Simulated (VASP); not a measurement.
# NaCl: excitons from the Bethe-Salpeter equation, part 3 of 4

What does the electron-hole attraction do to the spectrum of NaCl? The cell is of the rock-salt type, one of the forms listed for this formula. The start is a cell from a database of measured crystal structures.

VASP 6.6.1, plane waves and PAW; the level of theory is named at each step.

So far. Step 3 (Empty bands): WAVECAR now holds 104 bands for 16 electrons. Its independent-particle dielectric tensor has xx, yy, zz = 2.8, 2.8, 2.8 on this mesh, which isn't tested for convergence in mesh or bands and lacks local fields. Step 4 (G0W0): GW takes the gap from 5.156 to 7.888 eV. The value holds for 104 bands, ENCUTGW = 100 eV and this mesh, and isn't shown to be converged in them.

The database entry behind the starting cell differs from later determinations by our own check (an axis about 0.4 % short against later determinations), so it need not match the best structure at ambient conditions.

### Step 5. BSE, Tamm-Dancoff

This step: BSE on G0W0 on PBE; plane waves and PAW (Cl_GW, Na_sv_GW) (VASP 6.6.1).

The Bethe-Salpeter equation adds the screened attraction of electron and hole to the quasiparticle pairs; ANTIRES = 0 leaves out the coupling to antiresonant pairs.

File INCAR:

```
SYSTEM = NaCl
PREC = Accurate
ENCUT = 400
ISMEAR = 0
SIGMA = 0.01
LREAL = .FALSE.
GGA = PE
NBANDS = 104
ALGO = BSE
NBANDSO = 3
NBANDSV = 4
OMEGAMAX = 25
NEDOS = 1000
CSHIFT = 0.1
PRECFOCK = Fast
LWAVE = .FALSE.
LCHARG = .FALSE.
ENCUTGW = 100
ANTIRES = 0
```

File POSCAR:

```
NaCl
1.0
    0.0000000000      2.8100000000      2.8100000000
    2.8100000000      0.0000000000      2.8100000000
    2.8100000000      2.8100000000      0.0000000000
Cl Na
1 1
Direct
    0.5000000000      0.5000000000      0.5000000000
    0.0000000000      0.0000000000      0.0000000000
```

File KPOINTS:

```
Automatic mesh
0
Gamma
10 10 10
0 0 0
```

Potentials, in the order of the species: Cl_GW and Na_sv_GW (PBE family, release 64).

The run is started by

```
$ mpirun -np 8 vasp_std
```

The log of the run:

```text
[banner, memory and clock lines left out]
running    8 mpi-ranks, on    1 nodes
 distrk:  each k-point on    8 cores,    1 groups
 distr:  one band on    1 cores,    8 groups

 POSCAR found type information on POSCAR ClNa
 POSCAR found :  2 types and       2 ions
|                                                                             |
|           W    W    AA    RRRRR   N    N  II  N    N   GGGG   !!!           |
|           W    W   A  A   R    R  NN   N  II  NN   N  G    G  !!!           |
|           W    W  A    A  R    R  N N  N  II  N N  N  G       !!!           |
|           W WW W  AAAAAA  RRRRR   N  N N  II  N  N N  G  GGG   !            |
|           WW  WW  A    A  R   R   N   NN  II  N   NN  G    G                |
|           W    W  A    A  R    R  N    N  II  N    N   GGGG   !!!           |
|                                                                             |
|     For optimal performance we recommend to set                             |
|       NCORE = 2 up to number-of-cores-per-socket                            |
|     NCORE specifies how many cores store one orbital (NPAR=cpu/NCORE).      |
|     This setting can greatly improve the performance of VASP for DFT.       |
|     The default, NCORE=1 might be grossly inefficient on modern             |
|     multi-core architectures or massively parallel machines. Do your        |
|     Unfortunately you need to use the default for GW and RPA                |
|     calculations (for HF NCORE is supported but not extensively tested      |
|     yet).                                                                   |
|                                                                             |

|                                                                             |
|           W    W    AA    RRRRR   N    N  II  N    N   GGGG   !!!           |
|           W    W   A  A   R    R  NN   N  II  NN   N  G    G  !!!           |
|           W    W  A    A  R    R  N N  N  II  N N  N  G       !!!           |
|           W WW W  AAAAAA  RRRRR   N  N N  II  N  N N  G  GGG   !            |
|           WW  WW  A    A  R   R   N   NN  II  N   NN  G    G                |
|           W    W  A    A  R    R  N    N  II  N    N   GGGG   !!!           |
|                                                                             |
|     The default for ENCUTGWSOFT is different in this version of VASP.       |
|     please manually set ENCUTGWSOFT =100 in the INCAR file.                 |
|                                                                             |

 LDA part: xc-table for (Slater+PW92), standard interpolation
 found WAVECAR, reading the header
 POSCAR, INCAR and KPOINTS ok, starting setup
 FFT: planning ... GRIDC
 FFT: planning ... GRID_SOFT
 FFT: planning ... GRID
 reading WAVECAR
 the WAVECAR file was read successfully
 initial charge from wavefunction
 available memory per node:     41.91 GB, setting MAXMEM to     42915

 The Fermi energy was updated, please check that it is located mid-gap
 values below the HOMO (VB) or above the LUMO (CB) will cause erroneous energies
 E-fermi :   1.2810

 the WAVEDER file was read successfully
 responsefunction array rank=     120

 min. memory requirement per mpi rank    486.8 MB, per node   3894.5 MB

 Doing            0  frequencies on each core in blocks of            0
 Found all WFULLXXXX.tmp files
 reading now WFULL0001.tmp
 reading now WFULL0002.tmp
 reading now WFULL0003.tmp
 reading now WFULL0004.tmp
 reading now WFULL0005.tmp
 reading now WFULL0006.tmp
 reading now WFULL0007.tmp
 reading now WFULL0008.tmp
 reading now WFULL0009.tmp
 reading now WFULL0010.tmp
 reading now WFULL0011.tmp
 reading now WFULL0012.tmp
 reading now WFULL0013.tmp
 reading now WFULL0014.tmp
 reading now WFULL0015.tmp
 reading now WFULL0016.tmp
 reading now WFULL0017.tmp
 reading now WFULL0018.tmp
 reading now WFULL0019.tmp
 reading now WFULL0020.tmp
 reading now WFULL0021.tmp
 reading now WFULL0022.tmp
 reading now WFULL0023.tmp
 reading now WFULL0024.tmp
 reading now WFULL0025.tmp
 reading now WFULL0026.tmp
 reading now WFULL0027.tmp
 reading now WFULL0028.tmp
 reading now WFULL0029.tmp
 reading now WFULL0030.tmp
 reading now WFULL0031.tmp
 reading now WFULL0032.tmp
 reading now WFULL0033.tmp
 reading now WFULL0034.tmp
 reading now WFULL0035.tmp
 reading now WFULL0036.tmp
 reading now WFULL0037.tmp
 reading now WFULL0038.tmp
 reading now WFULL0039.tmp
 reading now WFULL0040.tmp
 reading now WFULL0041.tmp
 reading now WFULL0042.tmp
 reading now WFULL0043.tmp
 reading now WFULL0044.tmp
 reading now WFULL0045.tmp
 reading now WFULL0046.tmp
 reading now WFULL0047.tmp
 parallelization over k-points
 Using distributed matrix
 Using distributed eigensolver
 allocating two-electron 4 orbital integral table    3    4    3    4
 BSE setting up matrix
 available memory per node:     40.97 GB, setting MAXMEM to     41958
 Calculate matrix elements of the BSE Hamiltonian:
 Workload is divided into blocks of two-electron 4 orbital integrals computed in
  parallel.
 Each block/integral has dimensions  of (   3,   4,   3,   4) orbitals
 Total number of blocks/integrals:               500500
 Number of spins:                                     1
 Number of kpoints:                                1000
 Spin channel:                                        1
  Number of blocks of unoccupied bands:               1
  Number of blocks of occupied bands:                 1
 Number of rows/columns of blocks:                 1000

                                                        Time (sec)
               Integrals                 Ranks       Real         CPU
  [         1 -       8000/    500500]     8         3.95        0.00
  [      8001 -      16000/    500500]     8         7.77        0.00
  [     16001 -      24000/    500500]     8        11.78        0.00
  [     24001 -      32000/    500500]     8        15.24        0.00
  [     32001 -      40000/    500500]     8        18.61        0.00
  [     40001 -      48000/    500500]     8        22.18        0.00
  [     48001 -      56000/    500500]     8        25.76        0.00
  [     56001 -      64000/    500500]     8        29.47        0.00
  [     64001 -      72000/    500500]     8        33.34        0.00
  [     72001 -      80000/    500500]     8        36.97        0.00
  [     80001 -      88000/    500500]     8        40.23        0.00
  [     88001 -      96000/    500500]     8        44.16        0.00
  [     96001 -     104000/    500500]     8        47.97        0.00
  [    104001 -     112000/    500500]     8        51.60        0.00
  [    112001 -     120000/    500500]     8        55.23        0.00
  [    120001 -     128000/    500500]     8        58.77        0.00
  [    128001 -     136000/    500500]     8        62.44        0.00
  [    136001 -     144000/    500500]     8        66.49        0.00
  [    144001 -     152000/    500500]     8        70.50        0.00
  [    152001 -     160000/    500500]     8        74.35        0.00
  [    160001 -     168000/    500500]     8        77.92        0.00
  [    168001 -     176000/    500500]     8        81.42        0.00
  [    176001 -     184000/    500500]     8        85.10        0.00
  [    184001 -     192000/    500500]     8        88.77        0.00
  [    192001 -     200000/    500500]     8        92.11        0.00
  [    200001 -     208000/    500500]     8        95.45        0.00
  [    208001 -     216000/    500500]     8        98.55        0.00
  [    216001 -     224000/    500500]     8       101.67        0.00
  [    224001 -     232000/    500500]     8       104.87        0.00
  [    232001 -     240000/    500500]     8       108.00        0.00
  [    240001 -     248000/    500500]     8       110.86        0.00
  [    248001 -     256000/    500500]     8       113.85        0.00
  [    256001 -     264000/    500500]     8       116.85        0.00
  [    264001 -     272000/    500500]     8       119.81        0.00
  [    272001 -     280000/    500500]     8       122.75        0.00
  [    280001 -     288000/    500500]     8       125.86        0.00
  [    288001 -     296000/    500500]     8       129.20        0.00
  [    296001 -     304000/    500500]     8       132.43        0.00
  [    304001 -     312000/    500500]     8       135.34        0.00
  [    312001 -     320000/    500500]     8       138.25        0.00
  [    320001 -     328000/    500500]     8       141.22        0.00
  [    328001 -     336000/    500500]     8       144.29        0.00
  [    336001 -     344000/    500500]     8       147.21        0.00
  [    344001 -     352000/    500500]     8       150.20        0.00
  [    352001 -     360000/    500500]     8       153.36        0.00
  [    360001 -     368000/    500500]     8       156.63        0.00
  [    368001 -     376000/    500500]     8       159.72        0.00
  [    376001 -     384000/    500500]     8       163.12        0.00
  [    384001 -     392000/    500500]     8       166.08        0.00
  [    392001 -     400000/    500500]     8       169.14        0.00
  [    400001 -     408000/    500500]     8       172.09        0.00
  [    408001 -     416000/    500500]     8       175.34        0.00
  [    416001 -     424000/    500500]     8       178.35        0.00
  [    424001 -     432000/    500500]     8       181.52        0.00
  [    432001 -     440000/    500500]     8       185.04        0.00
  [    440001 -     448000/    500500]     8       188.40        0.00
  [    448001 -     456000/    500500]     8       191.64        0.00
  [    456001 -     464000/    500500]     8       194.96        0.00
  [    464001 -     472000/    500500]     8       198.29        0.00
  [    472001 -     480000/    500500]     8       201.54        0.00
  [    480001 -     488000/    500500]     8       204.73        0.00
  [    488001 -     496000/    500500]     8       208.22        0.00
  [    496001 -     500000/    500500]     8       209.91        0.00
  [    500001 -     500500/    500500]     8       210.28        0.00

 BSE redistributing all elements
 BSE diagonalizing matrix PDSYEVX_ZHEEVX_DESC
 BSE calculating oscillator strength
```

It took 9.2 min on 8 MPI ranks of Intel Xeon 6975P-C (Granite Rapids), shared host; peak memory 11 GiB.

OUTCAR, selected parts (step 5):

```text
   NELECT =      16.0000    total number of electrons

 E-fermi :   1.2810

[... 8 parts as in an earlier step ...]

[... 2 further parts left out ...]
```

Numbers from this step:

```
lowest excitation                     : 7.065 eV
direct gap less the lowest excitation : 0.8236 eV
```

The imaginary dielectric function, xx has structure finer than the step of the table below, so its rows give means over 1 eV, whole bins alone (the curve runs from 0 to 25 eV). Peaks (eV: height): 7.1: 9.35, 8.1: 3.65, 8.9: 4.63, 10.3: 6.62, 11.3: 3.25, 12.8: 3.79.

From 3 filled and 4 empty bands alone, without any pair above OMEGAMAX = 25 eV, so strength is missing wherever others contribute; lines are broadened by CSHIFT, which also makes the tail under the first line. Table of imaginary dielectric function, xx by photon energy; means over each step:

| photon energy (eV) | imaginary dielectric function, xx |
| --- | --- |
| 1 | 0.00331 |
| 2 | 0.00726 |
| 3 | 0.0128 |
| 4 | 0.0225 |
| 5 | 0.0446 |
| 6 | 0.148 |
| 7 | 2.93 |
| 8 | 2.20 |
| 9 | 2.35 |
| 10 | 3.02 |
| 11 | 2.74 |
| 12 | 2.31 |
| 13 | 2.68 |
| 14 | 1.52 |
| 15 | 0.930 |
| 16 | 0.355 |
| 17 | 0.0969 |
| 18 | 0.0308 |
| 19 | 0.0157 |
| 20 | 0.00956 |
| 21 | 0.00717 |
| 22 | 0.00561 |
| 23 | 0.00453 |
| 24 | 0.00373 |

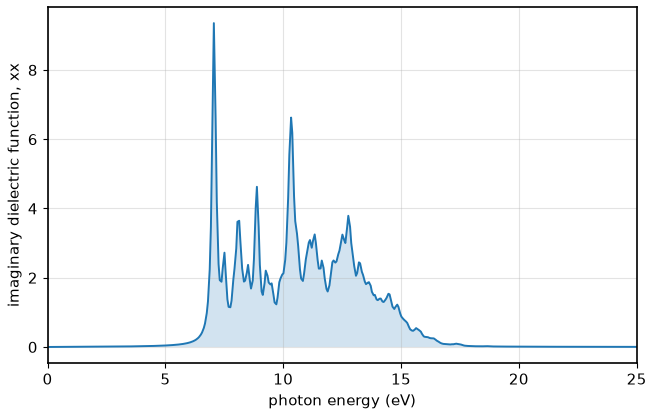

Imaginary dielectric function, xx, plotted against photon energy.

Some of the lowest 40 states alone, with states under 2.5 meV apart joined, scaled to the strongest line shown. Lines of the exciton spectrum (strongest = 100):

| position (eV) | lines merged | oscillator strength |
| --- | --- | --- |
| 7.065 | 3 | 100 |
| 7.498 | 3 | 22 |
| 7.706 | 3 | 0.0 |
| 7.729 | 2 | 0.0 |
| 7.775 | 3 | 0.0 |
| 7.815 | 5 | 0.0 |
| 7.909 | 3 | 10 |
| 7.927 | 3 | 0.0 |
| 7.963 | 7 | 0.0 |
| 8.040 | 3 | 3.7 |
| 8.060 | 1 | 0.0 |

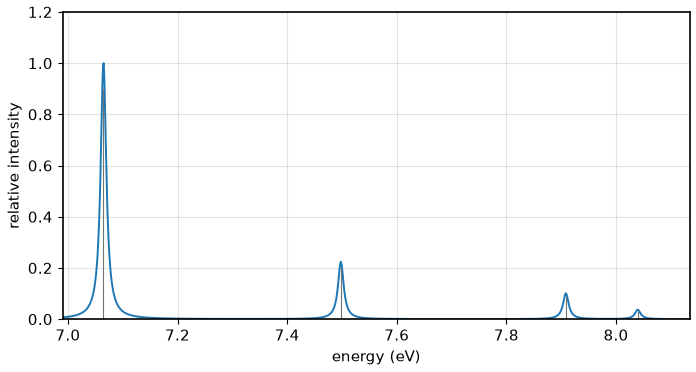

The exciton spectrum, broadened with Lorentzians of width 0.012 eV; bars mark the lines.

The lowest excitation lies at 7.065 eV, -824 meV against the direct gap of these orbitals. No second mesh in this session tests these energies, peaks and heights.

[end of part 3 of 4]

[Lines on the potential files, build, host, timing and source positions are cut from VASP's logs without a mark.]

[Logs are printed without paths, hosts, clocks, repeated set-up lines and the standing remarks that a program may print on its own settings, such as how far it seeks lower states.]

[Hosts, paths, dates, database ids (printed as entryN), source tags and the programs' standing remarks are cut or masked in the printed files.]

[Pressures printed for these runs are not shown converged in the cutoff: they can be off by several GPa and have the wrong sign.]
